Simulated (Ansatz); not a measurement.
KF

The calculation's input:

```
crystal:
  lattice:
    - [0.0, 2.646765, 2.6735]
    - [2.646765, 0.0, 2.6735]
    - [2.646765, 2.646765, 0.0]
  atoms:
    - { symbol: K, position: [0.0, 0.0, 0.0] }
    - { symbol: F, position: [0.5, 0.5, 0.5] }
kpoints:
  mp_grid: { grid: [9, 9, 9] }
scf:
  occupations: { method: fermi_dirac, width: 0.01 }
hamiltonian:
  xc: pbesol
  pseudopotentials: { kind: paw }
output:
  forces: true
  stress: true
  eigenvalues: true
  efg: { contact_densities: true }
  write_density: true
  write_potential: true
  elf: true
  volumetric_format: npy
```

Run with:

```sh
ansatz run input.yaml --threads 1 --pin off --max-ram 3072MiB --backend cpu --events-out ev --progress --plain --runs-dir out
```

Below, planes, directions and counts refer to the conventional cell (a = 3.74 Å, b = 3.74 Å, c = 5.35 Å, α = 90.00°, β = 90.00°, γ = 90.00°).

Space group I4/mmm; changed on purpose from its base cell (equal xx and yy strain of -1 %, PAW files).

Level of theory: Ansatz, DFT, PBEsol, PAW with Ansatz's default frozen-core files, scalar-relativistic.

### What can the converged valence pseudo-density and electron localisation function tell about the bonding?

K–F (2.67 Å): ρ is about 0.12 e/Å³ halfway; the ELF is about 0.05 at the midpoint: a largely ionic contact.

### Does the calculation give a band gap?

It is gapped, with a Kohn–Sham gap of 6.1 eV on the k-point mesh, an upper bound to the gap of this method.

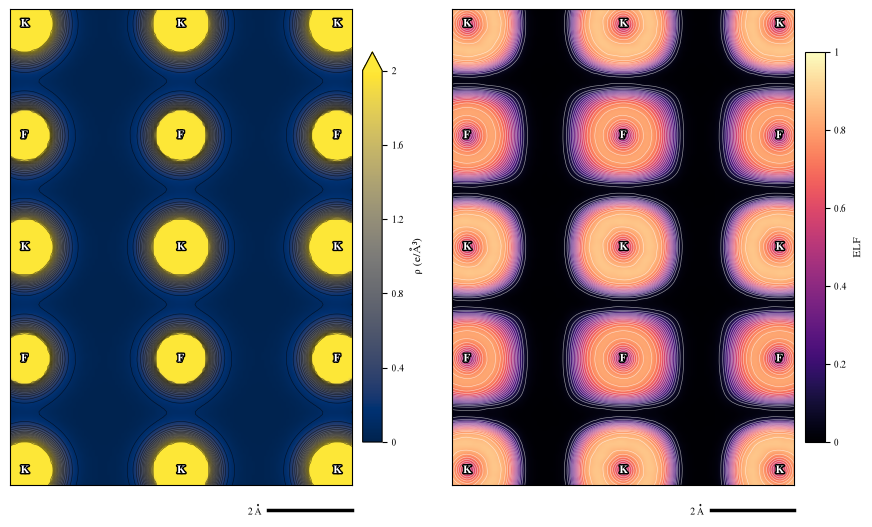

Computed valence pseudo-density and electron localisation function on the (100) plane of the conventional cell, in this order. 

In a PAW calculation such maps are meaningful between the atoms, not at the nuclei.
